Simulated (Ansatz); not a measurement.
The structure in question:

```
Ti O
1.0
     2.76670    0.00000    0.00000
    -1.38335    2.39603    0.00000
     0.00000    0.00000    5.43564
Ti O
2 2
Direct
  0.33333 0.66667 0.25000
  0.66667 0.33333 0.75000
  0.00000 0.00000 0.00000
  0.00000 0.00000 0.50000
```

### What does this file describe?

Composition: TiO. Its lattice is primitive hexagonal, its space group P6_3/mmc (No. 194). The structure is of the kind named anti-NiAs type. In the cell are 2 Ti, 2 O, which makes 2 formula units. Ti bonds to six Ti and six O (2.77 Å to Ti, 2.10 Å to O). The neighbours of O are six Ti in a distorted octahedral arrangement at 2.10 Å. Not all metal-metal contacts are counted. The bonds build a three-dimensional framework.

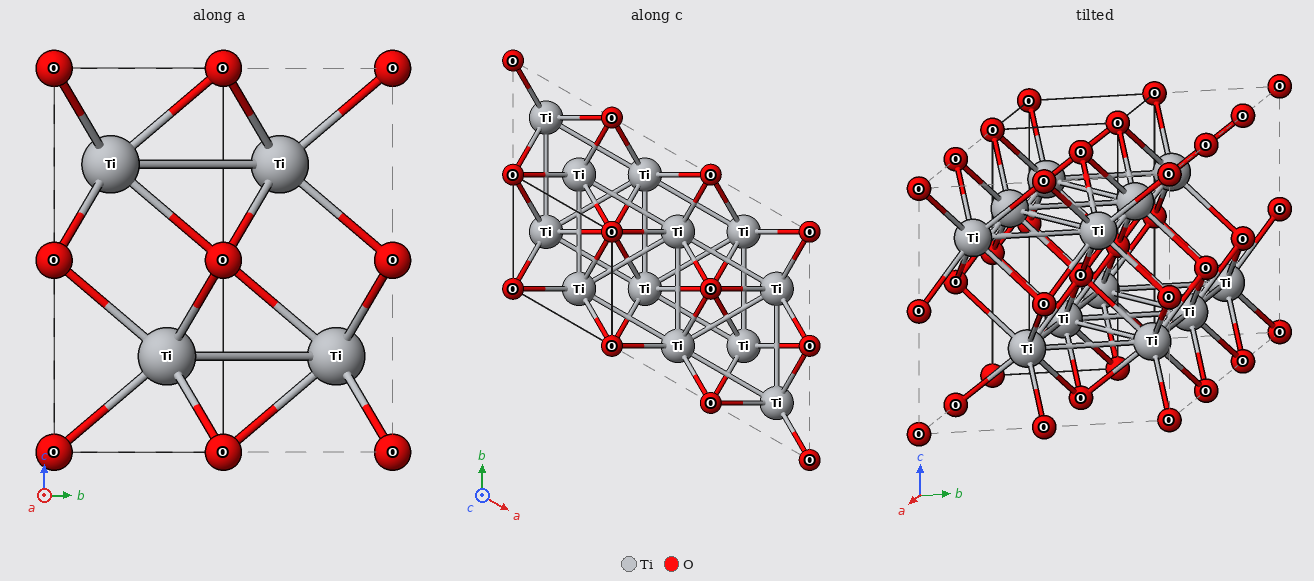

Drawn in the ball-and-stick manner and seen along the a axis, along the c axis and slightly off an axis. The drawing covers 3×2×1 cells, and the solid lines enclose one conventional unit cell. Colours: titanium light grey, oxygen red.

The structure comes from a structure listed in the Materials Project. It was relaxed at fixed volume with DFT r2SCAN, scalar-relativistic, plane waves, PAW in Ansatz.

At this level of theory the cell isn't at rest (compressed, at 18 GPa), so its distances can differ from those at equilibrium, the more so the softer the solid.
